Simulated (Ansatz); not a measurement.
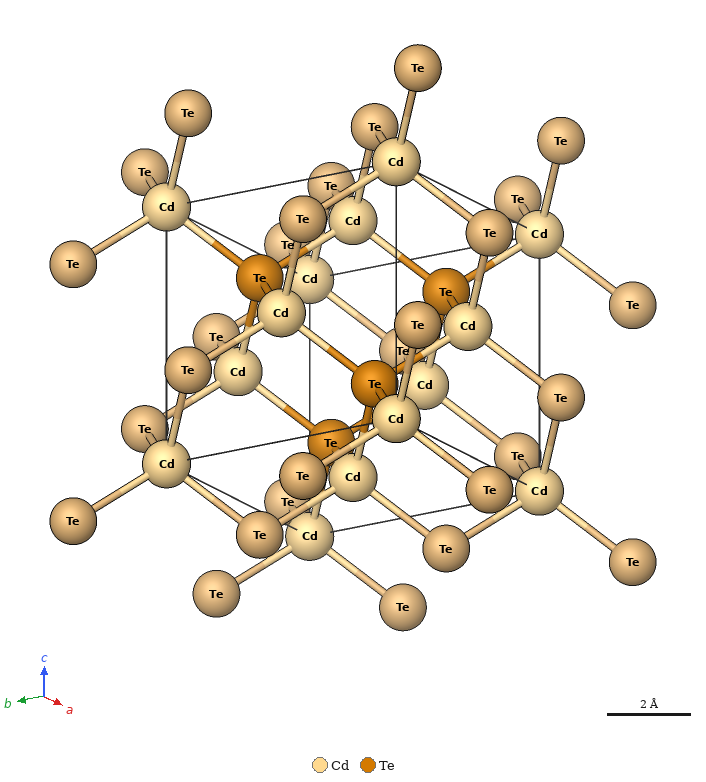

Fig. 1: The structure as given in the input (ball-and-stick view of the cell 4 times as large as that of the calculation, set on its symmetry axes, seen at an oblique angle; neighbours outside the cell are drawn fainter). Near neighbours in the crystal (not all of them lie inside the picture): Cd has 4 Te at 2.84 Å; Te has 4 Cd at 2.84 Å.

**Run report: CdTe, single-point calculation**

CdTe (F-43m, 2 atoms in the cell), computed with DFT r2SCAN, scalar-relativistic, plane waves, PAW, no spin polarisation (Ansatz 0.2.0).

The structure derives from a Materials Project entry. It belongs to a series of runs on one base structure; here: band edges and mean potential of the bulk.

Output:
```
Engine: ansatz 0.2.0, x86_64-unknown-linux-gnu
Pseudopotentials: kind: paw
Pseudopotential: Cd, paw, valence charge 20, recommended cutoff 500 eV (meta_gga), Cd.paw.azcp
Pseudopotential: Te, paw, valence charge 16, recommended cutoff 500 eV (meta_gga), Te.paw.azcp
Functional definition: r2SCAN
  parameter k0 = 0.174
  parameter k1 = 0.065
  parameter a1 = 4.9479
  exchange = r2scan_x(k0 = k0, k1 = k1, a1 = a1)
  correlation = r2scan_c
Crystal: 2 atoms, lattice volume = 70.501 Å³
Basis set: ecut = 500 eV, 1807 PW (Γ), exchange–correlation on 144×144×144 points (64 copies of the dense FFT grid, shifted against one another)
Bands: 22, of which v1, the nominal top of the filled ones, is band 18 counted from 1 (17 counted from 0)
Symmetry: 24 space group operations
Space group: F-43m (ITA 216), of the structure as read, at distance tolerance 4.1e-5 Å
k-points: 29 of 512 (time reversal used)
Non-local potential: Cd, projectors of the file, l = 0: 3, l = 1: 2, l = 2: 2, l = 3: 1
Non-local potential: Te, projectors of the file, l = 0: 2, l = 1: 2, l = 2: 2, l = 3: 2
PAW form: soft (Blöchl's): semilocal exchange-correlation on the pseudo side does not see the compensation charge
PAW frozen core: Cd, regenerated for the run's functional (the file was generated under x = pbe(κ = 0.804, μ = 0.2195149727645171), c = pbe(β = 0.06672455060314922))
PAW frozen core: Te, regenerated for the run's functional (the file was generated under x = pbe(κ = 0.804, μ = 0.2195149727645171), c = pbe(β = 0.06672455060314922))
PAW one-centre angular grid: Cd, 590 points (default); XC on 160 Gauss nodes
PAW one-centre angular grid: Te, 590 points (default); XC on 160 Gauss nodes
Initial density: superposition of atomic densities (neutral atoms: chi_scale 0, normalization atom), corrected by the library's trained network
Initial wavefunctions: pseudopotential atomic-orbital guess
Functional: x = r2scan, c = r2scan; τ floored in thin density (d = 2e-4 eV/Å³)
SCF iter   1: F=—  HF=-15264.133887 eV  |F-HF|=—  |Δ(HF+E_count)|=         —  Δρ=4.38e-3  dr2=8.47e-3  dr2_τ=1.07e-2  ethr=1.77e-3  ⟨swp⟩=6.2  Hψ=3058  notcnv=0
preconditioner: auto → none  [insulator: Δε(μ)=1.118 eV  Ē_g=11.925 eV  σ=0.020 eV  W_gap=1.00  n_scr=14 (ndim 8)  ℏωp=18.8 eV  f_vac=0.200  D(μ)=0.00/eV (n_scr^D=0)  ε∞_Penn≈3.5]
SCF iter   2: F=—  HF=-15264.139473 eV  |F-HF|=—  |Δ(HF+E_count)|=   5.59e-3  Δρ=2.22e-3  dr2=1.49e-3  dr2_τ=3.30e-4  ethr=2.35e-5  ⟨swp⟩=3.8  Hψ=1576  notcnv=0
SCF iter   3: F=—  HF=-15264.140070 eV  |F-HF|=—  |Δ(HF+E_count)|=   5.97e-4  Δρ=1.02e-3  dr2=3.56e-4  dr2_τ=4.39e-5  ethr=4.15e-6  ⟨swp⟩=2.0  Hψ=961  notcnv=0
SCF iter   4: F=—  HF=-15264.140253 eV  |F-HF|=—  |Δ(HF+E_count)|=   1.83e-4  Δρ=9.91e-5  dr2=5.63e-6  dr2_τ=3.67e-7  ethr=9.90e-7  ⟨swp⟩=2.0  Hψ=1208  notcnv=0
SCF iter   5: F=—  HF=-15264.140242 eV  |F-HF|=—  |Δ(HF+E_count)|=   1.13e-5  Δρ=2.68e-5  dr2=2.28e-7  dr2_τ=1.89e-8  ethr=1.56e-8  ⟨swp⟩=2.1  Hψ=1128  notcnv=0
SCF iter   6: F=-15264.140242 eV  HF=-15264.140242 eV  |F-HF|=5.60e-9  |Δ(HF+E_count)|=   2.02e-7  Δρ=5.73e-6  dr2=8.19e-9  dr2_τ=1.04e-9  ethr=2.78e-10  ⟨swp⟩=6.7  Hψ=2840  notcnv=0
SCF 1 converged in 6 iterations: F = -15264.140242 eV  dr2 = 8.19e-9
  greatest PAW one-centre occupation: 1.001 electrons in one spin orbital (limit 2), on the Cd atom at site 0 (counted from 0), in its partial waves of l = 1
```

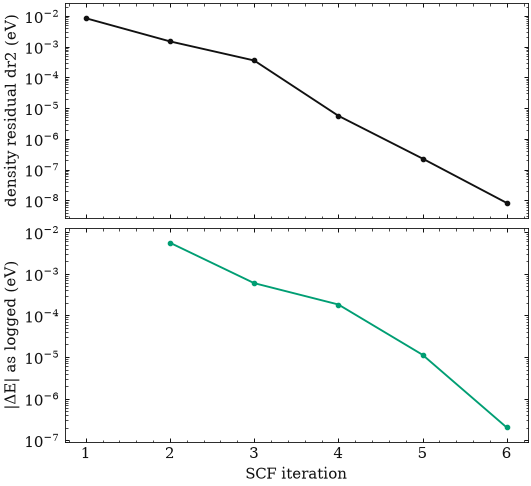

Fig. 2: Convergence of the self-consistent field: density residual dr2 and size of the energy change against the SCF iteration. The residual falls at every step.

```
NSCF: frozen V_eff on 16 k-points
NSCF: frozen V_eff on 16 k-points
NSCF: frozen V_eff on 7 k-points
NSCF: frozen V_eff on 2 k-points
NSCF: frozen V_eff on 2 k-points
NSCF: frozen V_eff on 2 k-points
NSCF: frozen V_eff on 2 k-points
NSCF: frozen V_eff on 2 k-points
NSCF: frozen V_eff on 2 k-points
NSCF: frozen V_eff on 3 k-points
SCF converged after 6 iterations
Free energy (F): -15264.140242 eV
Harris-Foulkes:  -15264.140242 eV  (|F-HF|=5.60e-9)
Internal energy: -15264.140242 eV  (E = F + TS)
E sigma→0 (E₀):  -15264.140242 eV
Fermi energy:    7.299921 eV
--- Per-component energies (eV) ---
  E_band       = -841.706036
  E_kinetic    = 685.243063
  E_local      = -5498.328028  (includes V_loc(G=0)·N_el)
  E_nonlocal   = -275.677170
  E_hartree    = 2766.797694
  E_xc         = -283.211156
  E_vxc        = -357.267193  (∫ρ·V_xc dr)
  E_paw        = -8793.011199  (= ΣΔE_a)
  E_vpaw       = -953.495093  (= ΣTr[D̂ρ^β])
  E_aug_tail   = -0.000032  (compensation charges beyond the density's cutoff)
  E_vtau       = 24.223358  (kinetic-family band-sum trace: ∫τ·v_τ [+ j·A + Jᵃ·Aᵃ] dr)
  E_ewald      = -3865.673497
  E_core_change = -0.279915  (= ΣΔE_core)
  E_smearing   = -0.000000  (= −TS)
  E_closure    = -0.000000  (closes the sum)
  Σ components = -15264.140242   (vs F -15264.140242, Δ=0.00e0)
--- Forces (eV/Å), atoms counted from 1 ---
  atom   1  Cd    -0.00000000     0.00000000     0.00000000
  atom   2  Te     0.00000000    -0.00000000    -0.00000000
  max |Σ_I F_I| component: 1.55e-16 eV/Å
--- Stress (GPa, compression-positive) ---
       -0.000846       0.000000      -0.000000
        0.000000      -0.000846       0.000000
       -0.000000       0.000000      -0.000846
  P = ⅓ Tr σ = -0.0008 GPa (-0.008 kbar)
--- Band table (eV; the first three rows and the last of 29) ---
  k-point 0: bands = ["-98.1441", "-58.2962", "-58.2962", "-58.2962", "-29.9738", "-29.9738", "-29.9738", "-29.9638", "-29.9638", "-4.5986", "-1.7606", "-1.7606", "-1.7606", "-1.5080", "-1.5080", "6.7171", "6.7171", "6.7171", "7.8824", "11.7941", "11.7941", "11.7941"]
  k-point 1: bands = ["-98.1441", "-58.2962", "-58.2962", "-58.2962", "-29.9738", "-29.9738", "-29.9738", "-29.9637", "-29.9637", "-4.5432", "-1.7500", "-1.7500", "-1.7124", "-1.5087", "-1.5087", "5.5972", "6.5891", "6.5891", "8.6904", "11.7276", "12.0005", "12.0005"]
  k-point 2: bands = ["-98.1441", "-58.2963", "-58.2962", "-58.2962", "-29.9738", "-29.9737", "-29.9737", "-29.9637", "-29.9637", "-4.4098", "-1.7265", "-1.7265", "-1.5554", "-1.5080", "-1.5080", "4.1082", "6.3142", "6.3142", "9.0795", "12.3262", "12.3262", "12.4311"]
  k-point 28: bands = ["-98.1440", "-58.2963", "-58.2963", "-58.2963", "-29.9738", "-29.9737", "-29.9732", "-29.9637", "-29.9635", "-4.1151", "-1.6421", "-1.6359", "-1.5347", "-1.5066", "-0.9442", "2.6872", "4.4786", "4.6298", "11.2645", "11.6728", "12.7750", "13.4463"]
```

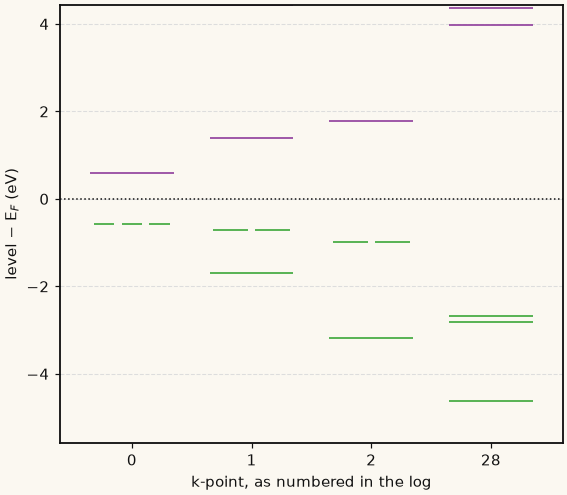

Fig. 3: Kohn–Sham levels near the Fermi level (dotted) at the few k-points that the log prints; levels within 0.02 eV of each other stand side by side. Among these points the highest filled and lowest empty levels are 1.17 eV apart, which is the gap on the mesh.

The run was set up as follows.

Input file:
```yaml
crystal:
  lattice:
    - [0.0, 3.2788487437, 3.2788487437]
    - [3.2788487437, 0.0, 3.2788487437]
    - [3.2788487437, 3.2788487437, 0.0]
  atoms:
    - { symbol: Cd, position: [0.0, 0.0, 0.0] }
    - { symbol: Te, position: [0.75, 0.75, 0.75] }
basis:
  ecutwfc: 500
kpoints:
  mp_grid: { grid: [8, 8, 8] }
  band_path: { path: [VBM, CBM], npoints: 2 }
hamiltonian:
  xc: r2scan
scf:
  occupations: { method: gaussian, width: 0.02 }
output:
  forces: true
  stress: true
  eigenvalues: true
```

Command:
```bash
ansatz run input.yaml --threads 8 --pin off --max-ram 20480MiB --backend cpu --events-out ev --progress --plain --runs-dir out
```

Key numbers:

```json
{"quantity": "outcome", "value": "converged"}
{"quantity": "space group (tolerance 0.01 Å)", "value": "F-43m (216)"}
{"quantity": "electrons treated", "value": "36"}
{"quantity": "free energy", "value": "−15264.1402 eV"}
{"quantity": "Fermi energy", "value": "7.300 eV"}
{"quantity": "gap on the k-point mesh", "value": "1.17 eV"}
{"quantity": "gap on the band path", "value": "1.17 eV"}
{"quantity": "pressure", "value": "0.00 GPa"}
{"quantity": "largest force (length of the vector)", "value": "under 0.001 eV/Å"}
{"quantity": "hardware", "value": "8 threads of Intel Xeon @ 2.10GHz (Emerald Rapids), 189 GiB of memory available, shared host"}
{"quantity": "wall time", "value": "8.7 s (CPU time 34 s)"}
{"quantity": "peak memory", "value": "0.66 GiB"}
```
